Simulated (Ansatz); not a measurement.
```
Sn O
1.0
     3.35500    0.00000    0.00000
     0.00000    5.67410    0.00000
     0.00000    0.00000    4.22197
Sn O
2 2
Direct
  0.00000 0.23191 0.51314
  0.50000 0.76809 0.01314
  0.00000 0.89125 0.73686
  0.50000 0.10875 0.23686
```

Space group Pmn2₁; a structure from a database of computed crystals, not necessarily the ambient phase; not relaxed (largest force 0.7 eV/Å); computed pressure about −5 GPa in this cell.

All numbers below come from DFT LDA, scalar-relativistic, plane waves, PAW in Ansatz 0.2.0.

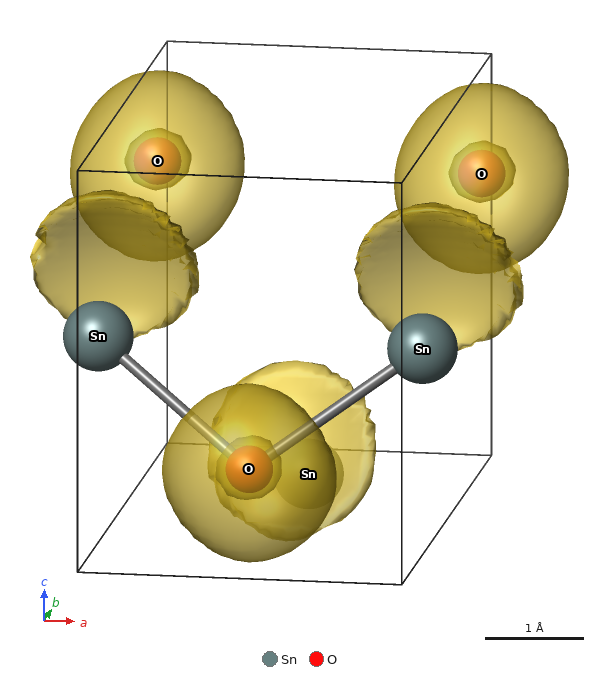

SnO. Isosurface of the electron localisation function at 0.65 (yellow), seen at an oblique angle. Core shells and regions of very low density are left out. Sticks mark near contacts.

In a PAW calculation such maps are meaningful between the atoms, not at the nuclei.

Q: Identify the bonds, lone pairs and shells in this picture.

A: At this value the surface marks out two lobes on Sn, pointing away from the bonds (lone pairs) and two regions wrapped around O (the valence shell of each), counted in one cell of 4 atoms. Any copies at cell faces, edges or corners count once. Along the contacts the grid gives the following. Sn–O (2.15 Å): the ELF peaks at about 0.80 in the valence shell of O, 0.6 Å from its nucleus, and is about 0.25 at the midpoint: no localised pair shows between them.
